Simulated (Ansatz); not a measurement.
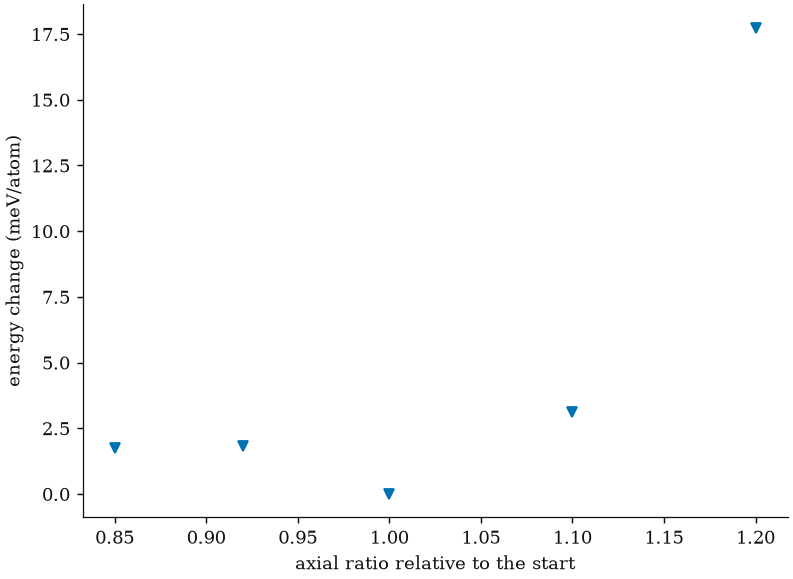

The plot gives the computed energy change against relative axial ratio.

How it was computed, with Ansatz 0.2.0: deformation of a crystal at fixed volume, lengths along the axis scaled against those across it, fractional coordinates fixed, by plane-wave density functional theory with PAW datasets, free energies less that of the undisturbed cell; scalar-relativistic. Level: LDA, no spin polarisation.

For which of these solids was it computed?
A. In, I4/mmm (No. 139), 26.2 Å³/atom, path tetragonal
B. CsH, Pm-3m (No. 221), 27.8 Å³/atom, path trigonal
C. KI, Cmcm (No. 63), 46.4 Å³/atom, path axial

Answer. A, In: energy change from 0.00 meV/atom to 17.74 meV/atom. The others give: CsH, energy change from −10 meV/atom to 1160 meV/atom; KI, energy change from 0.00 meV/atom to 50.02 meV/atom.

For CsH, limits of the calculation: gap closes along the scan on a mesh chosen for the insulator; reference crystal is not relaxed.

For In, limits of the calculation: reference crystal is not relaxed; shape and atomic fractions are frozen while scaling, which makes layered, chain and framework solids too stiff.

For KI, limits of the calculation: reference crystal is not relaxed; shape and atomic fractions are frozen while scaling, which makes layered, chain and framework solids too stiff.
